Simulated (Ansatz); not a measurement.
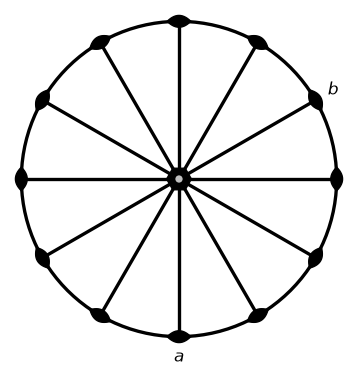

Stereographic projection: heavy lines are mirror planes (a heavy rim: a mirror in the plane of the page); lens, triangle, square and hexagon are 2-, 3-, 4- and 6-fold axes, a lens in an open square is −4, a triangle in an open hexagon −6; thin dashed diameters join the ends of axes that lie in the page; a small open circle marks inversion. The c axis points at the viewer. Computed from the symmetry operations of a computed or model structure of composition W, which need not be its known form.

> Identify the point group and its elements.

6/mmm (D6h), order 24, hexagonal system: one sixfold axis, six twofold axes, seven mirror planes, an inversion centre.

> Can such a crystal be piezoelectric, pyroelectric or chiral?

It is centrosymmetric, so neither piezoelectric nor pyroelectric; it is not chiral.
